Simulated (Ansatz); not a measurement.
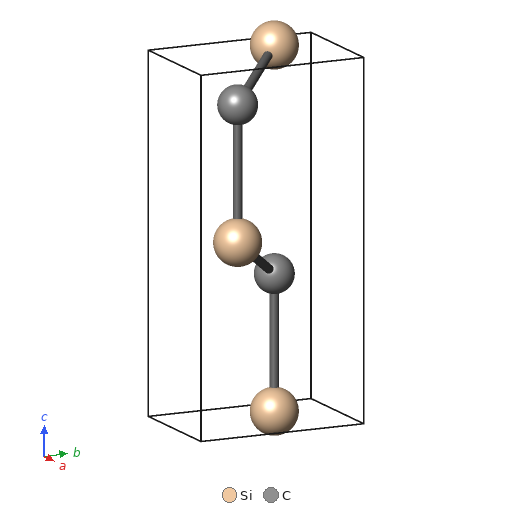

System: SiC, space group P6_3mc (No. 186) (cell built by us, not taken from a database). The picture shows the conventional cell.

The given structure:
```
CELL_PARAMETERS angstrom
3.09185 0.00000 0.00000
-1.54593 2.67762 0.00000
0.00000 0.00000 5.07431
ATOMIC_POSITIONS crystal
Si 0.66667 0.33333 0.50458
Si 0.33333 0.66667 0.00458
C 0.66667 0.33333 0.88042
C 0.33333 0.66667 0.38042
```

One of the inputs:
```
crystal:
  lattice:
    - [3.0917628281, 0.0, 0.0]
    - [-1.545881414, 2.6775451516, 0.0]
    - [0.0, 0.0, 5.0726468946]
  atoms:
    - { symbol: Si, position: [0.6666666667, 0.3333333333, 0.5045346401] }
    - { symbol: Si, position: [0.3333333333, 0.6666666667, 0.0045346401] }
    - { symbol: C, position: [0.6666666667, 0.3333333333, 0.8804653499] }
    - { symbol: C, position: [0.3333333333, 0.6666666667, 0.3804653499] }
basis:
  ecutwfc: 420
kpoints:
  mp_grid: { grid: [12, 12, 6] }
hamiltonian:
  xc: pbe
scf:
  occupations: { method: gaussian, width: 0.02 }
output:
  forces: true
  stress: true
  eigenvalues: true
  write_density: true
  write_potential: true
  elf: true
  volumetric_format: npy
relax:
  adjacent_minimum: "off"
  f_tol: 0.01
  max_steps: 80
  cell: { stress_tol: 0.05 }
```

Run as:
```bash
ansatz run input.yaml --threads 1 --pin off --max-ram 2560MiB --backend cpu --events-out ev --progress --plain --runs-dir out
```

How it was computed, with Ansatz 0.2.0: third-order Birch-Murnaghan fit to density functional energies at scaled volumes of the given relaxed cell, shape and atoms relaxed at each volume; energies count from the fitted minimum; plane waves with PAW datasets, Γ-centred k mesh. Level: PBE, no spin polarisation.

- wave cutoff: 420 eV
- k mesh: 12×12×6
- occupations: Gaussian
- smearing width: 0.02 eV

Predict the energy above the minimum and pressure against volume. The volume takes the values 9.242, 9.557, 9.872, 10.187, 10.502, 10.817, 11.132, 11.553 Å³/atom.

A third-order Birch–Murnaghan fit gives V0 = 10.50 Å³/atom, B0 = 213 GPa and B′ = 3.9. The energy above the minimum is 124.1 meV/atom at volume 9.242 Å³/atom and 59.6 meV/atom at 11.553 Å³/atom; the lowest computed point is at volume 10.502 Å³/atom (0.0 meV/atom), in a single well. The pressure falls from 34.97 GPa at volume 9.242 Å³/atom to −16.81 GPa at 11.553 Å³/atom, and changes sign near 10.50 Å³/atom.

| volume (Å³/atom) | energy above the minimum (meV/atom) | pressure (GPa) |
| --- | --- | --- |
| 9.242 | 124.1 | 34.97 |
| 9.557 | 66.1 | 24.20 |
| 9.872 | 27.9 | 14.92 |
| 10.187 | 6.6 | 6.91 |
| 10.502 | 0.0 | 0.01 |
| 10.817 | 6.0 | −5.94 |
| 11.132 | 22.8 | −11.07 |
| 11.553 | 59.6 | −16.81 |

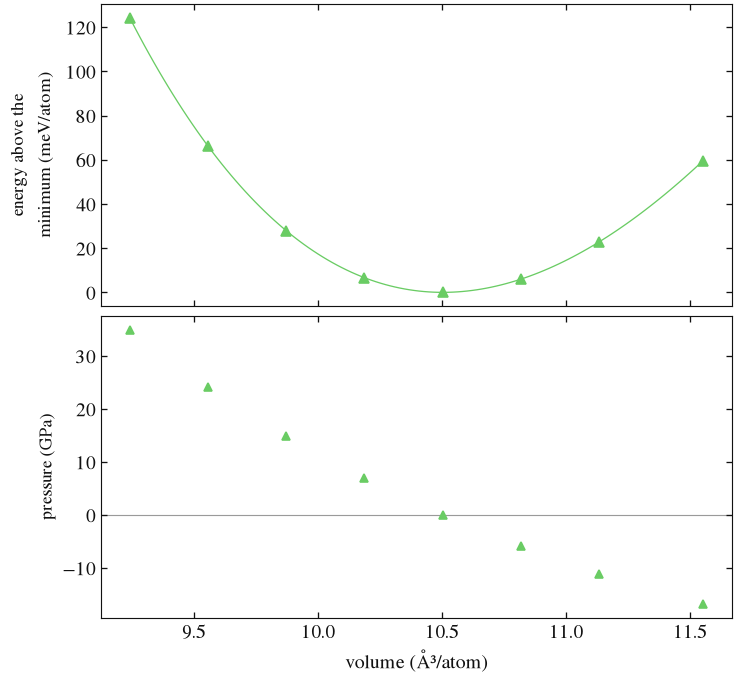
